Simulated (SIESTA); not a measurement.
System: SiO₂ (space group I4/mmm).

Method: DFT in numerical atomic orbitals with pseudopotentials, no spin polarisation; energies at scaled volumes of the given cell, shape and fractions fixed, counted from the fit's minimum, third-order Birch-Murnaghan fit (SIESTA 5.4.2). All runs: no spin polarisation.

- k mesh: 4×4×4
- occupations: Fermi–Dirac
- smearing width: 0.05 eV
- potentials: PseudoDojo 0.4 standard, converted to PSML, two zetas on semicore shells

Predict the energy against volume, with one curve for each functional. The cases: PBEsol; LDA.

The fitted equilibrium volumes, smallest first, are LDA 17.520, PBEsol 17.979 Å³/atom. The fitted bulk moduli, smallest first, are PBEsol 131.9, LDA 138.6 GPa.

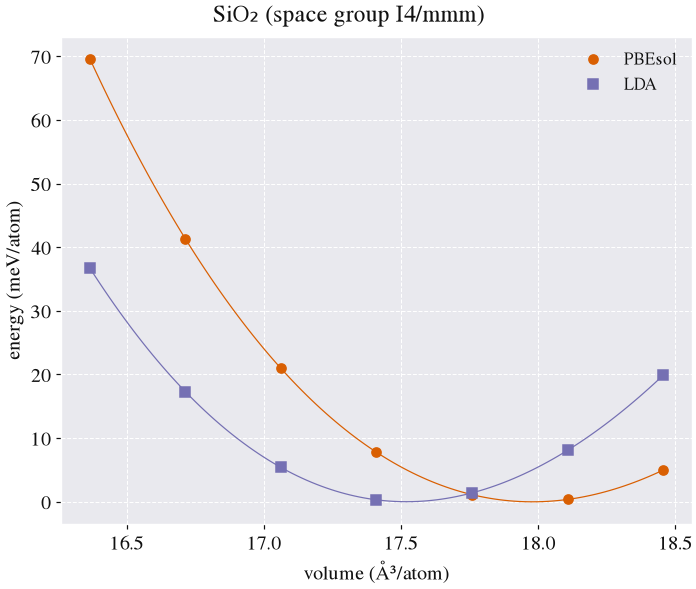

Caveats: mulliken charges of long orbitals; shape and atomic fractions are frozen while scaling, which makes layered, chain and framework solids too stiff.
